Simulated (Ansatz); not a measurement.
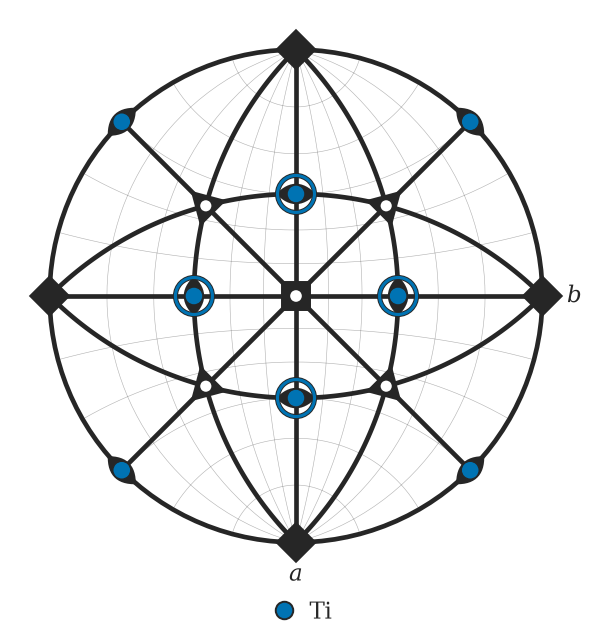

Crystal: Ti7Si, the geometry relaxed with Ansatz, DFT PBE, scalar-relativistic, plane waves, PAW. Directions from one silicon atom at (0, 0, 1/2) to its bonded neighbours, in stereographic projection down c (filled: above the plane of the page or in it, open: below). Symmetry computed with spglib at a tolerance of 0.002 Å; standard conventional cell.

Neighbours are counted up to 3.31 Å for Ti. The symmetry elements of the site are drawn in: heavy lines are mirror planes (a heavy rim: a mirror in the plane of the page); lens, triangle, square and hexagon are 2-, 3-, 4- and 6-fold axes, a lens in an open square is −4, a triangle in an open hexagon −6; thin dashed diameters join the ends of axes that lie in the page; a small open circle marks inversion.

```
Ti Si
1.0
     8.07615    0.00000    0.00000
     0.00000    8.07615    0.00000
     0.00000    0.00000    8.07615
Ti Si
28 4
Direct
  0.00000 0.25000 0.25000
  0.25000 0.00000 0.25000
  0.25000 0.25000 0.00000
  0.00000 0.50000 0.50000
  0.25000 0.25000 0.50000
  0.25000 0.50000 0.25000
  0.00000 0.25000 0.75000
  0.00000 0.75000 0.75000
  0.25000 0.50000 0.75000
  0.25000 0.75000 0.50000
  0.00000 0.00000 0.00000
  0.25000 0.75000 0.00000
  0.25000 0.00000 0.75000
  0.00000 0.75000 0.25000
  0.50000 0.25000 0.75000
  0.75000 0.00000 0.75000
  0.75000 0.25000 0.50000
  0.50000 0.50000 0.00000
  0.75000 0.25000 0.00000
  0.75000 0.50000 0.75000
  0.50000 0.25000 0.25000
  0.50000 0.75000 0.25000
  0.75000 0.50000 0.25000
  0.75000 0.75000 0.00000
  0.50000 0.00000 0.50000
  0.75000 0.75000 0.50000
  0.75000 0.00000 0.25000
  0.50000 0.75000 0.75000
  0.00000 0.00000 0.50000
  0.00000 0.50000 0.00000
  0.50000 0.00000 0.00000
  0.50000 0.50000 0.50000
```

How many neighbours are there, and at what angles?

12: 12 Ti at 2.86 Å. Angles between bonds: 60° (24×), 90° (12×), 120° (24×), 180° (6×).

What is the site's symmetry in the crystal?

Point group m-3m (Oh), order 48: three fourfold axes, four threefold axes, six twofold axes, nine mirror planes, an inversion centre. In Fm-3m, No. 225 this is Wyckoff position 4b.
